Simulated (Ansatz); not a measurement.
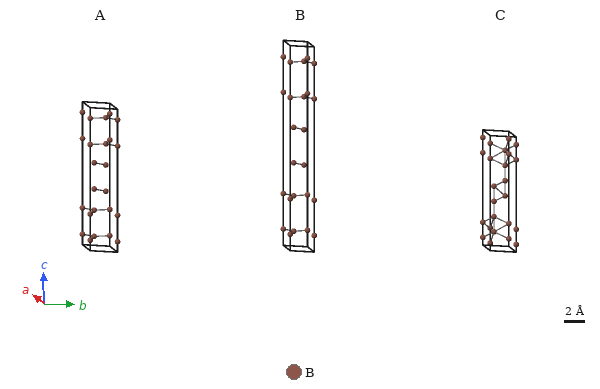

3 geometries from one relaxation of solid B (a generated structure, set up in R-3m) (coarse preliminary run), in shuffled order. A ball-and-stick model of the conventional cell (3 times the calculation's cell), seen from a free direction. Lengths and directions refer to the drawn axes.

Case: C → B on all its sites, cell and atoms relaxed.

These are results of DFT LDA, scalar-relativistic, plane waves, PAW in Ansatz 0.2.0, not measurements. Settings: plane-wave cutoff 420 eV; k-point mesh 12 × 12 × 12; occupations gaussian; smearing width 0.1 eV; no spin polarisation; cell and atoms relaxed; force threshold 0.05 eV/Å; at most 60 steps.

Put them in the order of the run, from the start to the converged end.

Answer. B, A, C. They are steps 0, 7, 20, at +7.030 eV per cell of the calculation, +3.802 eV per cell of the calculation relative to the last. After 18 accepted moves (20 points after the start) the energy has fallen by 7.030 eV per cell of the calculation. The largest force component goes from 0.033 to 0.012 eV/Å. Pressure: 48.17 GPa at the start and 0.12 GPa at the end. The line search rejected the trial step at point 17 of the run. At 1 point the geometry stayed and the basis and grid were re-selected for the new cell (energy shift of 7.4 meV per cell of the calculation at most each time). The largest moves relative to the cell, 0.68 Å, are those of B atoms. The volume changes by −34.3 %, with a = b 2.599 → 2.810 Å (+8.2 %), c 22.030 → 12.365 Å (−43.9 %). Some distances before and after: B–B 4.089 → 1.799 Å, B–B 3.804 → 1.628 Å, B–B 3.539 → 1.643 Å, B–B 1.500 → 1.832 Å. New bonds form: B–B (3.54 → 1.64 Å), B–B (3.80 → 1.63 Å), B–B (4.09 → 1.80 Å). Bond angles that change, for instance: B–B–B 120.0° → 100.2°. The space group stays R-3m (No. 166). The run took 3.7 min on 1 thread of Arm Neoverse N1 (shared host), peak memory 0.36 GiB.
